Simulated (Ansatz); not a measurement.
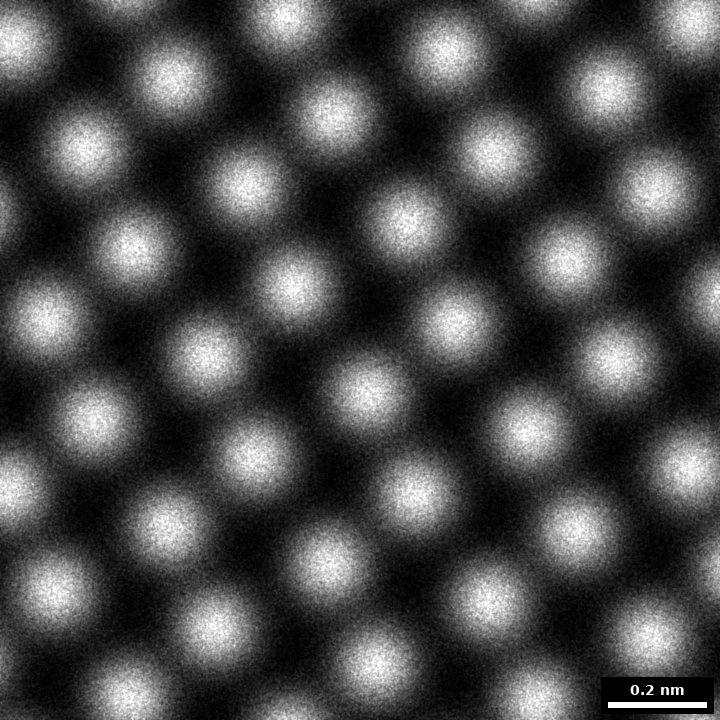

HAADF-like image of Ir (Cmcm, No. 63). The image is simulated as a sum over atoms of Z^1.6, blurred by a 1.30 Å probe (no channelling). Shot noise was added. Structure: the geometry given to an electronic-structure calculation, possibly off equilibrium; the starting structure was generated, so it need not be a known form of this composition.

```yaml
crystal:
  lattice:
    - [2.72228, 0.00000, 0.00000]
    - [0.00000, 6.79155, 0.00000]
    - [0.00000, 0.00000, 3.60339]
  atoms:
    - { symbol: Ir, position: [0.00000, 0.64618, 0.25000] }
    - { symbol: Ir, position: [0.50000, 0.85382, 0.75000] }
    - { symbol: Ir, position: [0.50000, 0.14618, 0.25000] }
    - { symbol: Ir, position: [0.00000, 0.35382, 0.75000] }
```

Question: Which beam direction gives this image, [010], [201], [100] or [102]? (Directions equivalent by symmetry count as one.)

Answer: [100]. The projected cells are 1.36 × 1.80 Å, 90° for [010]; 1.50 × 3.48 Å, 102° for [201]; 3.40 × 3.60 Å, 90° for [100]; 1.27 × 3.40 Å, 90° for [102], and the image repeats as the [100] one does.
